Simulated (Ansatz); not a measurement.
**TaN: density, localisation and related maps**

```
Ta N
1.0
    -1.41175    2.51133    0.00000
     0.00000    0.00000    2.88300
     2.93800    0.06610    0.00000
Ta N
1 1
Direct
  0.66667 0.50000 0.33333
  0.00000 0.00000 0.00000
```

Space group Pm; changed on purpose from its base cell (strain +0.0450 x Voigt [0, 0, 0, 0, 0, 1], atoms carried along).

Theory: DFT r2SCAN, scalar-relativistic, plane waves, PAW in Ansatz 0.2.0.

The density is the valence pseudo-density of a PAW calculation; it isn't the true density close to the nuclei.

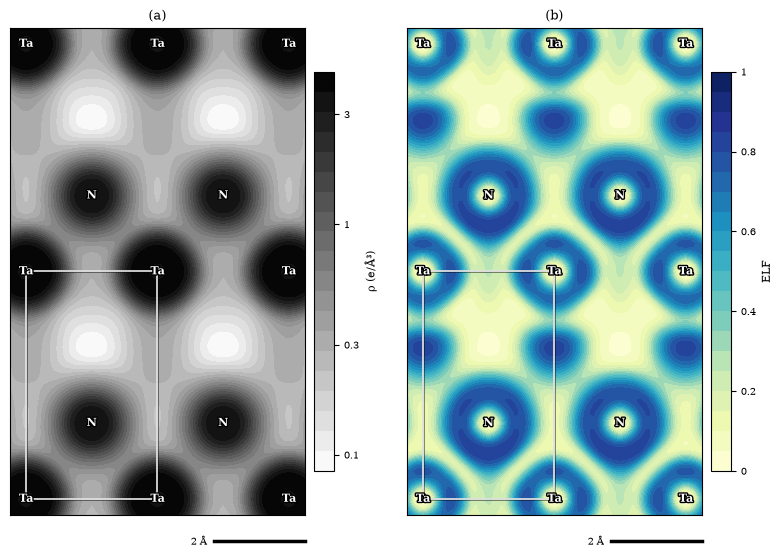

Figure 1. (a) valence electron density; (b) electron localisation function on the (101) plane of the conventional cell.

> What do the fields say about this system?

The section cuts through Ta and N sites.
Ta–N (2.20 Å): ρ at the midpoint is about 0.57 e/Å³; the ELF peaks at about 0.80 in the valence shell of N, 0.7 Å from its nucleus, and is about 0.20 at the midpoint: no localised pair shows between them.
Ta–Ta (2.88 Å): the density is about 0.29 e/Å³ at the midpoint; the ELF is about 0.25 at the midpoint; no shared electron pair shows on this line.
Between the atoms the lowest density in this plane is 0.09 e/Å³.
The ELF has a maximum of about 0.85 in the space between the atoms, on no atom or two-centre bond.
The features right at Ta lie inside the PAW spheres, where the map follows smoothed inner orbitals and isn't to be read closely.

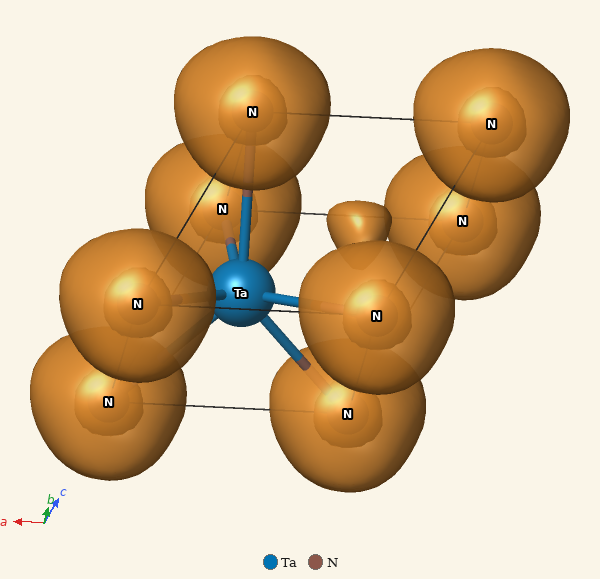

Figure 2. Isosurface of the ELF at 0.65 (orange), seen at an oblique angle. Only the valence region is drawn (cores and ρ < 0.01 e/Å³ removed). Sticks mark near contacts.

> What do the ELF domains correspond to?

The ELF exceeds this value in one region wrapped around N (its valence shell) and one pocket between the atoms, centred on no nucleus (multi-centre or interstitial), counted in one cell of 2 atoms. Any copies at cell faces, edges or corners count once.

> Does the calculation make it a metal, or give it a gap?

It is gapless in this calculation (a metal or semimetal); semilocal functionals without U, or without the true magnetic order, often close the gap of such compounds.
